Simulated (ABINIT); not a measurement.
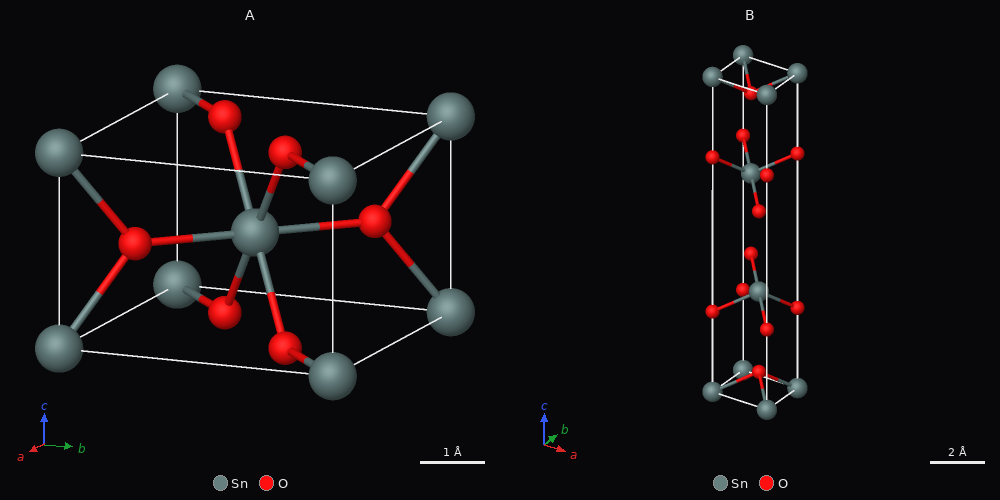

Two structures of SnO2, each relaxed (cell and atoms) at zero pressure; conventional cells in solid outline, small ones repeated, each panel with its own scale. Alike in all runs: ABINIT 10.8.3 (patched build); functional LDA; potentials JTH PAW LDA v2.0; cutoff 626 eV; occupations fermi-dirac, width 0.05 eV; no spin polarisation; no spin-orbit coupling. The k meshes have like spacings.

### Name the structure in each panel.

A: rutile, P4₂/mnm; B: 9 atoms a cell on a rhombohedral (trigonal R) lattice, R-3m.

### Rank them by energy, lowest first.

A, then B (+194 meV/atom), static energies at zero smearing.

### Collect the results in a table.

| panel | space group | E − E(lowest) (meV/atom) | volume (Å³/atom) | gap (eV) |
| --- | --- | --- | --- | --- |
| A | P4₂/mnm | 0 | 11.8 | 1.19 |
| B | R-3m | 194 | 12.1 | 1.55 |

The starts are database entries or structure types tried for this composition, and the most stable form need not be among them. Gaps are the least found on the k-mesh, which misses some points of high symmetry; where the band edges lie there, the true gap is smaller, at times by an eV.

Caveat: semilocal functionals give gaps below the measured ones.
